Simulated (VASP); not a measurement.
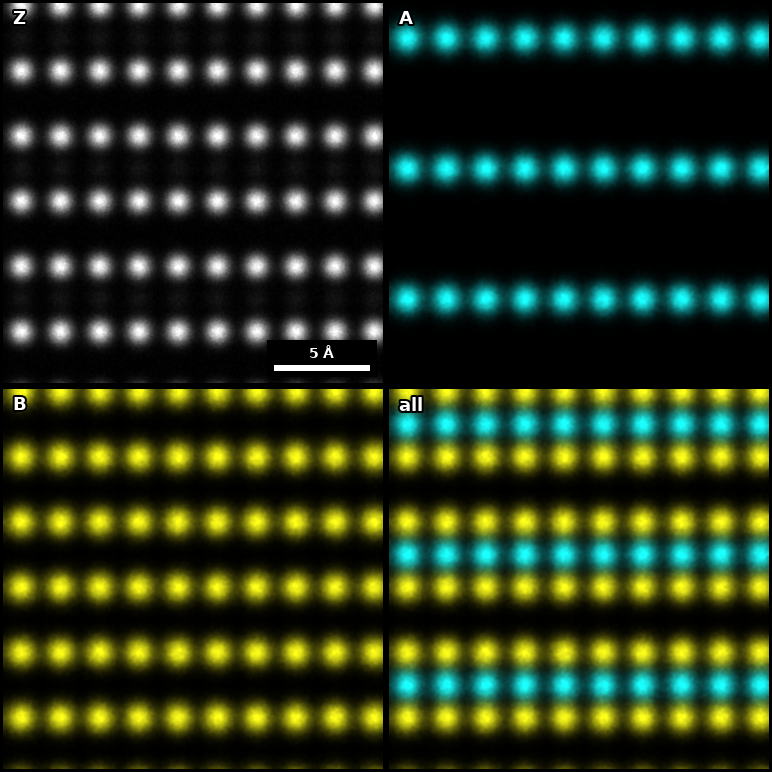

MgI2 (P-3m1, No. 164) along [210]. Panel Z: Simulated incoherent Z contrast: every atom adds Z^1.8 spread by a probe of 0.96 Å full width; channelling and multiple scattering are left out. Shot noise was added. The other panels are simulated element maps (the number of atoms of one element along the beam, blurred by 1.2 Å, with counting noise; each on its own scale, no channelling); the last overlays them. Structure used: an entry of the Crystallography Open Database, as set up for an electronic-structure calculation.

```
I Mg
1.0
     4.14000    0.00000    0.00000
    -2.07000    3.58535    0.00000
     0.00000    0.00000    6.88000
I Mg
2 1
Direct
  0.66667 0.33333 0.75000
  0.33333 0.66667 0.25000
  0.00000 0.00000 0.00000
```

### Which element does each lettered map show?

A: Mg, B: I. The projected cell (2.07 × 6.88 Å, 90°) holds 3 columns: 2 of I and 1 of Mg. No column is shared by two of the mapped elements.
